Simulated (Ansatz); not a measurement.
```
Hg Se
1.0
     6.31542    0.00000    0.00000
     0.00000    0.00000   -6.31542
     0.00000    6.31542    0.00000
Hg Se
4 4
Direct
  0.50000 0.50000 0.00000
  0.00000 0.50000 0.50000
  0.00000 0.00000 0.00000
  0.50000 0.00000 0.50000
  0.75000 0.75000 0.25000
  0.25000 0.75000 0.75000
  0.25000 0.25000 0.25000
  0.75000 0.25000 0.75000
```

Space group F-43m.

The calculation used Kohn-Sham DFT of a periodic cell, HF, Ansatz PAW in Ansatz.

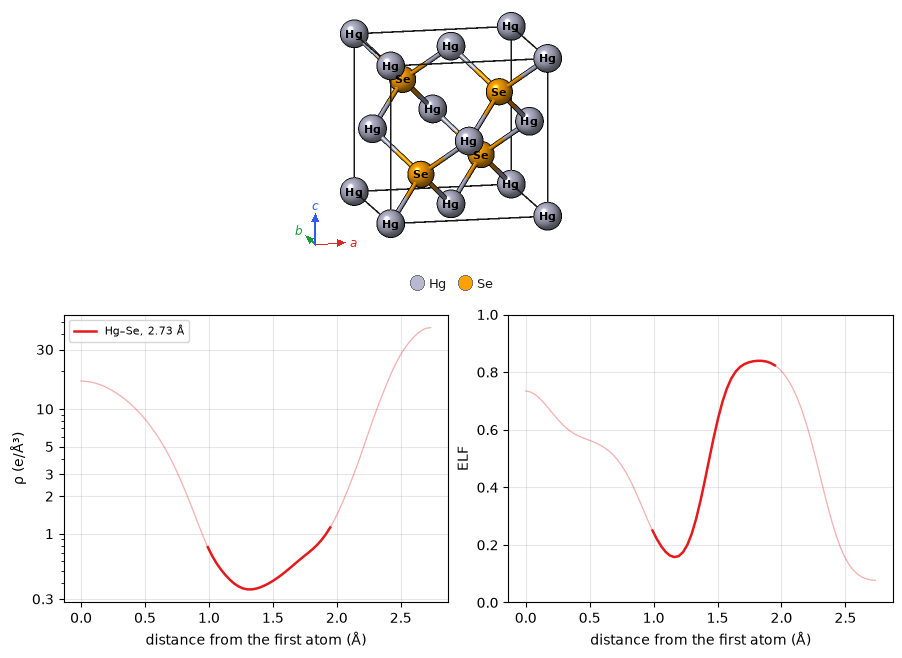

HgSe. Valence electron density and ELF along straight lines between neighbouring atoms. Thin, pale parts lie inside the atomic spheres. The structure is drawn too.

The density is the valence pseudo-density of a PAW calculation; it isn't the true density close to the nuclei.

> What can be read from the curves?

Hg–Se (2.73 Å): ρ is about 0.36 e/Å³ halfway; the ELF is about 0.35 at the midpoint and 0.15 at its lowest between the atoms.
